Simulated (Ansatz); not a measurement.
```
CELL_PARAMETERS angstrom
2.50643 0.00000 0.00000
-1.25321 2.17063 0.00000
0.00000 0.00000 6.61412
ATOMIC_POSITIONS crystal
B 0.33333 0.66667 0.25000
B 0.66667 0.33333 0.75000
N 0.33333 0.66667 0.75000
N 0.66667 0.33333 0.25000
```

Space group P6₃/mmc.

Computed with DFT PBE+D3(BJ), scalar-relativistic, plane waves, PAW in Ansatz.

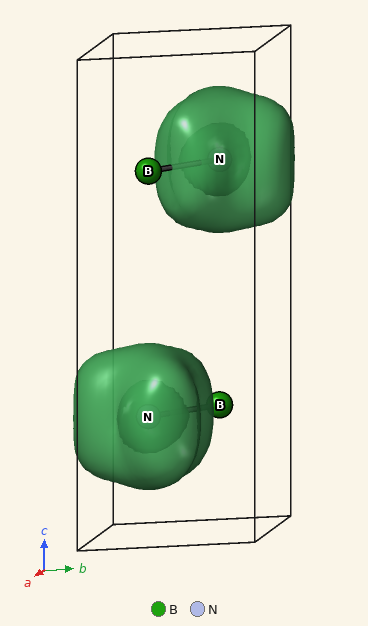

BN. Isosurface of the electron localisation function at 0.7 (green), seen slightly off an axis. Core shells and regions of very low density are left out. Sticks mark near contacts.

In a PAW calculation such maps are meaningful between the atoms, not at the nuclei.

Q: Identify the bonds, lone pairs and shells in this picture.

A: The surface consists of two regions on N in which the atom's valence shell and bonds are merged, counted in one cell of 4 atoms. Any copies at cell faces, edges or corners count once.

Values along the shortest contacts:
B–N (1.45 Å): the ELF peaks at about 0.95 between the atoms; a polar covalent bond.

Q: Metal or insulator at this level of theory?

A: It is gapped, with a Kohn–Sham gap of 4.3 eV on the k-point mesh, an upper bound to the gap of this method.
